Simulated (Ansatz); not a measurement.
# Ga16HO24 (cell with a defect): what the fields show

The calculation's input:

```
crystal:
  lattice:
    - [-5.0576143766, -2.9200150218, 4.5408731704]
    - [5.0576143766, -2.9200150218, 4.5408731704]
    - [0.0, 5.8400300436, 4.5408731704]
  atoms:
    - { symbol: Ga, position: [0.8558438243, 0.8558438243, 0.8558438243] }
    - { symbol: Ga, position: [0.3558438243, 0.3558438243, 0.8558438243] }
    - { symbol: Ga, position: [0.3558438243, 0.8558438243, 0.3558438243] }
    - { symbol: Ga, position: [0.8558438243, 0.3558438243, 0.3558438243] }
    - { symbol: Ga, position: [0.6441561757, 0.6441561757, 0.6441561757] }
    - { symbol: Ga, position: [0.1441561757, 0.1441561757, 0.6441561757] }
    - { symbol: Ga, position: [0.1441561757, 0.6441561757, 0.1441561757] }
    - { symbol: Ga, position: [0.6441561757, 0.1441561757, 0.1441561757], spin: 0.143 }
    - { symbol: Ga, position: [0.1441561757, 0.1441561757, 0.1441561757] }
    - { symbol: Ga, position: [0.6441561757, 0.6441561757, 0.1441561757] }
    - { symbol: Ga, position: [0.6441561757, 0.1441561757, 0.6441561757] }
    - { symbol: Ga, position: [0.1441561757, 0.6441561757, 0.6441561757] }
    - { symbol: Ga, position: [0.3558438243, 0.3558438243, 0.3558438243], spin: 0.143 }
    - { symbol: Ga, position: [0.8558438243, 0.8558438243, 0.3558438243] }
    - { symbol: Ga, position: [0.8558438243, 0.3558438243, 0.8558438243] }
    - { symbol: Ga, position: [0.3558438243, 0.8558438243, 0.8558438243] }
    - { symbol: O, position: [0.25, 0.4015635506, 0.5984364494] }
    - { symbol: O, position: [0.75, 0.9015635506, 0.5984364494] }
    - { symbol: O, position: [0.75, 0.4015635506, 0.0984364493], spin: 0.143 }
    - { symbol: O, position: [0.25, 0.9015635506, 0.0984364494] }
    - { symbol: O, position: [0.4015635506, 0.5984364493, 0.25], spin: 0.143 }
    - { symbol: O, position: [0.9015635506, 0.0984364493, 0.25] }
    - { symbol: O, position: [0.9015635506, 0.5984364493, 0.75] }
    - { symbol: O, position: [0.4015635506, 0.0984364493, 0.75] }
    - { symbol: O, position: [0.5984364494, 0.25, 0.4015635506], spin: 0.143 }
    - { symbol: O, position: [0.0984364494, 0.75, 0.4015635506] }
    - { symbol: O, position: [0.0984364494, 0.25, 0.9015635506] }
    - { symbol: O, position: [0.5984364494, 0.75, 0.9015635506] }
    - { symbol: O, position: [0.75, 0.5984364494, 0.4015635506] }
    - { symbol: O, position: [0.25, 0.0984364493, 0.4015635506] }
    - { symbol: O, position: [0.25, 0.5984364494, 0.9015635506] }
    - { symbol: O, position: [0.75, 0.0984364493, 0.9015635506] }
    - { symbol: O, position: [0.4015635506, 0.75, 0.5984364493] }
    - { symbol: O, position: [0.9015635506, 0.25, 0.5984364493] }
    - { symbol: O, position: [0.9015635506, 0.75, 0.0984364493] }
    - { symbol: O, position: [0.4015635506, 0.25, 0.0984364493], spin: 0.143 }
    - { symbol: O, position: [0.5984364494, 0.4015635506, 0.75] }
    - { symbol: O, position: [0.0984364493, 0.9015635506, 0.75] }
    - { symbol: O, position: [0.0984364493, 0.4015635506, 0.25] }
    - { symbol: O, position: [0.5984364494, 0.9015635506, 0.25] }
    - { symbol: H, position: [0.5416666667, 0.375, 0.2083333333], spin: 0.143 }
  host:
    lattice:
      - [2.5288071883, 1.4600075109, 4.5408731704]
      - [-2.5288071883, 1.4600075109, 4.5408731704]
      - [0.0, -2.9200150218, 4.5408731704]
    atoms:
      - { symbol: Ga, position: [0.8558438243, 0.8558438243, 0.8558438243] }
      - { symbol: Ga, position: [0.6441561757, 0.6441561757, 0.6441561757] }
      - { symbol: Ga, position: [0.1441561757, 0.1441561757, 0.1441561757] }
      - { symbol: Ga, position: [0.3558438243, 0.3558438243, 0.3558438243] }
      - { symbol: O, position: [0.75, 0.4468728987, 0.0531271013] }
      - { symbol: O, position: [0.4468728987, 0.0531271013, 0.75] }
      - { symbol: O, position: [0.0531271013, 0.75, 0.4468728987] }
      - { symbol: O, position: [0.25, 0.5531271013, 0.9468728987] }
      - { symbol: O, position: [0.9468728987, 0.25, 0.5531271013] }
      - { symbol: O, position: [0.5531271013, 0.9468728987, 0.25] }
basis:
  ecutwfc: 420
  xc_grid: 2
kpoints:
  mp_grid: { grid: [2, 2, 2], shift: [0.5, 0.5, 0.5] }
hamiltonian:
  xc: pbe
scf:
  occupations: { method: gaussian, width: 0.01 }
output:
  forces: true
  stress: false
  eigenvalues: true
  populations: true
  charged_corrections:
    defect_position: [0.54166667, 0.375, 0.20833333]
    epsilon: [[14.0148, 0.0, 0.0], [0.0, 14.0148, 0.0], [0.0, 0.0, 21.0877]]
  write_density: true
  write_potential: true
  elf: true
  volumetric_format: npy
magnetization:
  spin_polarized: true
relax:
  adjacent_minimum: "off"
  f_tol: 0.025
  max_steps: 45
```

Run with:

```sh
ansatz run input.yaml --threads 4 --pin off --max-ram 10240MiB --backend cpu --events-out ev --progress --plain --runs-dir out
```

The fields are those of the run's last geometry, not of the input's.

Spin-polarised.

Level of theory: DFT PBE, scalar-relativistic, plane waves, PAW in Ansatz.

In a PAW calculation such maps are meaningful between the atoms, not at the nuclei.

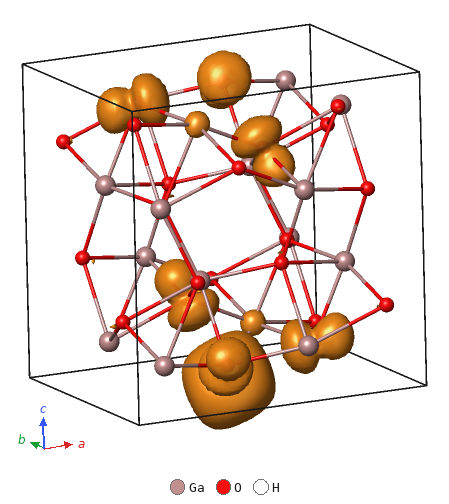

Figure 1. Isosurface of the spin density (up minus down) at +0.01 e/Å³ (orange), seen slightly off an axis. Sticks mark near contacts.

**Describe the spin distribution.**

The spin density sits on H: +0.5 μB in one cell of 41 atoms, with smaller moments on other sites: O (up to +0.06 μB): with much of the spin spread outside that site. The cell of the calculation (41 atoms) carries 1.0 μB of net spin moment.

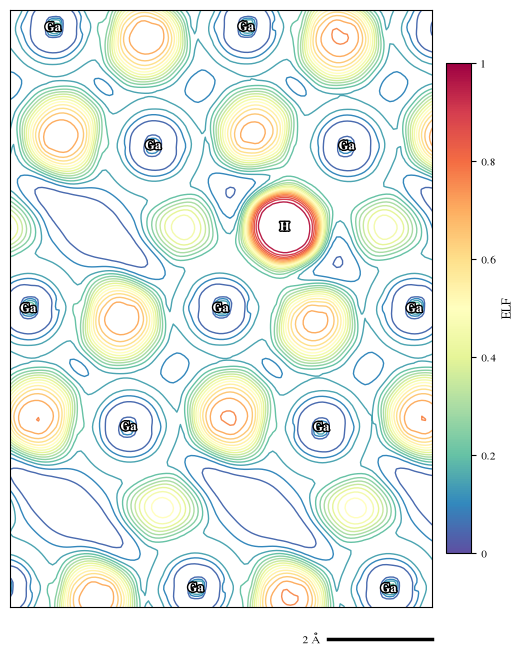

Figure 2. ELF on the (011̄) plane of the calculation cell.

**Describe what can be read from this map.**

The plane passes through Ga and H nuclei.
Atoms just off the plane (O, 0.8 Å away) can leave unmarked features too.
Ga–H (1.97 Å): the ELF climbs to about 1 towards the hydrogen.

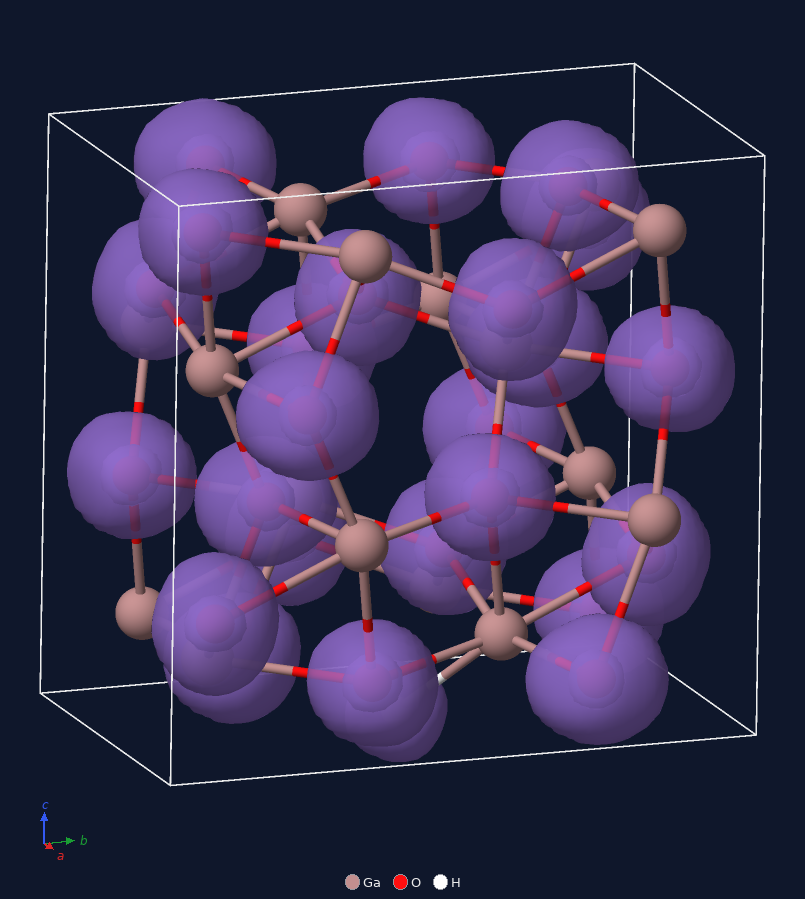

Figure 3. Isosurface of the ELF at 0.7 (purple), seen slightly off an axis. Only the valence region is drawn (cores and ρ < 0.01 e/Å³ removed). Sticks mark near contacts.

**Where are the electrons localised?**

At this value the surface marks out one region around a hydrogen nucleus and 24 regions wrapped around O (the valence shell of each), counted in one cell of 41 atoms. Regions shared between cells count once.


Ga–O (1.95 Å): the ELF peaks at about 0.85 in the valence shell of O, 0.6 Å from its nucleus, and is about 0.35 at the midpoint.

**Does the calculation make it a metal, or give it a gap?**

It is gapped, with a Kohn–Sham gap of 1.5 eV on the k-point mesh (the band edges may lie off the mesh, which would make the gap smaller).
